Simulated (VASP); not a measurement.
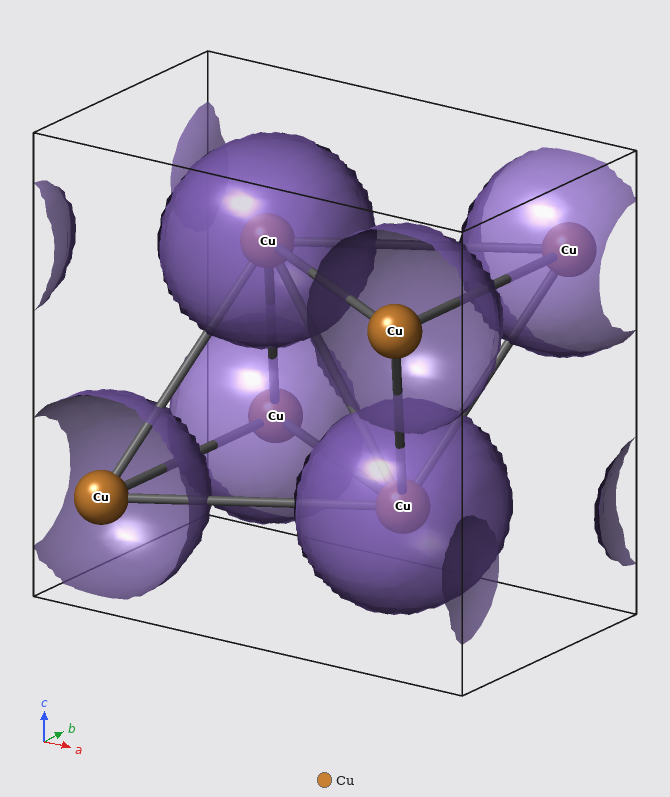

Figure. Cu. Isosurface of the valence charge density (pseudo) at 0.5 e/Å³ (purple), seen at an oblique angle. Sticks mark near contacts.

Space group C2/m; a structure from a database of computed crystals, not necessarily the ambient phase; changed on purpose from its base cell (atoms moved at random by about 0.05 A).

These are results of Kohn-Sham DFT of a periodic cell, PBEsol, VASP PAW PBE potentials, recommended (VASP 6.6.1), not measurements.

The density is the valence pseudo-density of a PAW calculation; it isn't the true density close to the nuclei.

```yaml
crystal:
  lattice:
    - [3.80115, -2.19459, 0.00000]
    - [1.26705, 2.19459, 0.00000]
    - [0.00000, 0.00000, 4.11257]
  atoms:
    - { symbol: Cu, position: [0.15828, 0.00000, 0.24763] }
    - { symbol: Cu, position: [0.65828, 0.50000, 0.24763] }
    - { symbol: Cu, position: [0.84244, 0.00072, 0.75237] }
    - { symbol: Cu, position: [0.34244, 0.50072, 0.75237] }
```

What does this surface tell about the bonding?

Answer. At this value the density breaks into separate islands; it holds about 80 % of the electrons treated as valence. It bridges none of the near contacts. It is pinched off along the shortest Cu–Cu (2.46 Å) and Cu–Cu (2.53 Å) contacts. On the grid the lowest density along these lines, outside the cores, is 0.3 e/Å³ (Cu–Cu, 2.46 Å) and 0.28 e/Å³ (Cu–Cu, 2.53 Å).
